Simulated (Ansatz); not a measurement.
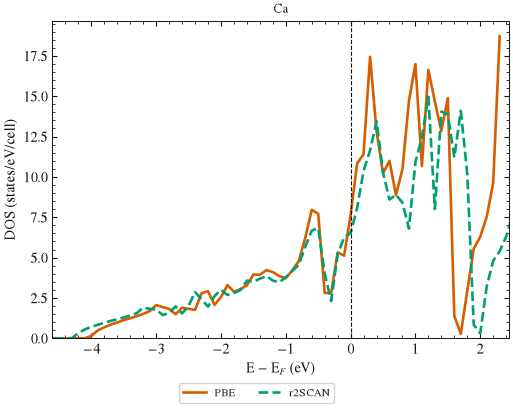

Total densities of states of Ca, space group I4_1/amd (No. 141), 6 atoms in the cell, by two methods on the same cell. Each is counted from its own Fermi level.

Q: How do the methods compare?

A: PBE gives a metal with about 8.1 states per eV and cell at the Fermi level and r2SCAN gives a metal with about 7.3 states per eV and cell at the Fermi level.

Settings. PBE: DFT PBE, scalar-relativistic, plane waves, PAW, no spin polarisation, 8×8×8 k mesh, 420 eV cutoff (Ansatz 0.2.0). r2SCAN: DFT r2SCAN, scalar-relativistic, plane waves, PAW, no spin polarisation, 8×8×8 k mesh, 500 eV cutoff (Ansatz 0.2.0).

The structure is an invented one, so it need not be a known or stable phase.
